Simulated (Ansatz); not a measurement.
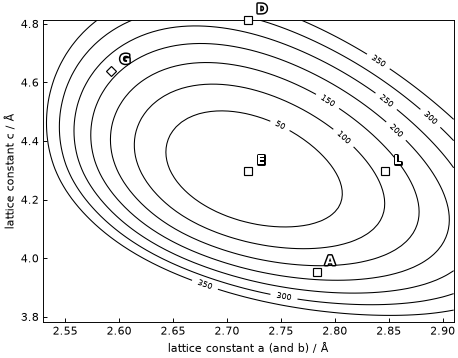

Ru (P6_3/mmc, No. 194; 2 atoms in the cell). 
- The energy is mapped over the lattice constants a and c of the conventional cell.
- The first coordinate is: lattice constant a (and b); the second: lattice constant c.
- Nothing is relaxed (symmetry fixes all fractional coordinates).
- The scan uses a 7 × 7 grid.
- Energies: meV/atom, counted from the lowest grid point.
- All numbers below come from DFT PBE, scalar-relativistic, plane waves, PAW in Ansatz 0.2.0. Settings: cutoff 420 eV, k-mesh 18×18×10 in the order of the run's cell vectors, gaussian smearing 0.15 eV, no spin polarisation.

In the figure: contour lines labelled in meV/atom (none above 350), lettered points. Between grid points the surface is interpolated.

> Is E the lowest point of the computed grid?

Yes. E, at lattice constant a (and b) = 2.720 Å, lattice constant c = 4.297 Å, has the lowest energy of the grid.

> What kind of point is each of A, E, G, L: minimum, saddle, maximum or slope?

A: on a slope; E: minimum; G: on a slope; L: on a slope. (In these two coordinates alone; a stationary point may lie a little off the grid point.)

PAW datasets: the set soft_1.
